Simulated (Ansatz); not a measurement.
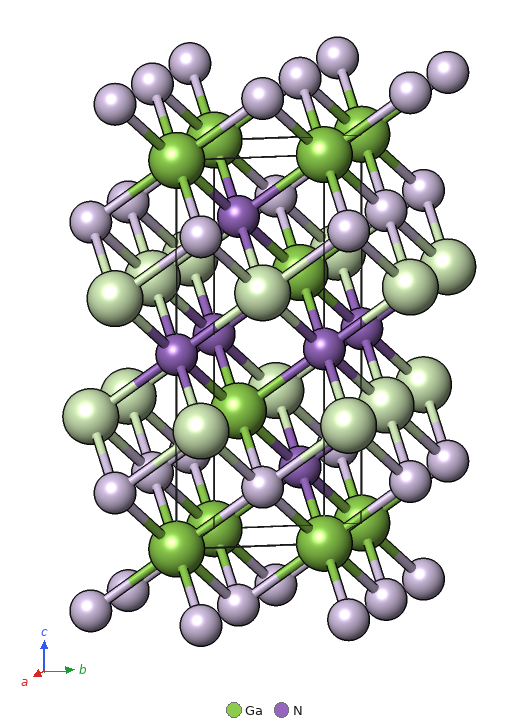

This ball-and-stick model is shown slightly off an axis. The parallelepiped is the conventional unit cell. Bonded atoms from the next cells complete the picture, in fainter colours.

GaN, space group R-3m (No. 166), a = 2.888 Å, b = 2.888 Å, c = 7.381 Å, α = 90.00°, β = 90.00°, γ = 120.00°. Starting structure: a structure type filled with these elements by a generator (whether the compound takes this form wasn't checked). The cell was then strained or its atoms displaced on purpose. It went into a calculation with Ansatz.

This one geometry was computed with Ansatz (DFT, plane waves, PAW) at three levels of theory: HSE06, r2SCAN and PBE. It was relaxed with r2SCAN and then strained.

Question: Which level gives the highest pressure at this volume, and what does that say about its equilibrium volume?

Answer: Highest: PBE (23.3 GPa), which points to the largest equilibrium volume. Lowest, with the smallest volume: HSE06 (13.4 GPa). Levels within 0.5 GPa of each other can't be told apart.

Question: How does the band gap change with the level of theory?

Answer: PBE: a gap of 0.83 eV, indirect; r2SCAN: a gap of 1.38 eV, indirect; HSE06: a gap of 2.16 eV, indirect.

Question: Collect the results in a table.

Answer:
| level | cutoff (eV) | k-mesh of the run's cell | gap (eV) | pressure (GPa) |
| --- | --- | --- | --- | --- |
| HSE06 | 420 | 8×8×8 | 2.16 | 13.4 |
| r2SCAN | 500 | 10×10×10 | 1.38 | 14.9 |
| PBE | 420 | 10×10×10 | 0.83 | 23.3 |

Gaps are taken on the k-mesh or band path of each run.
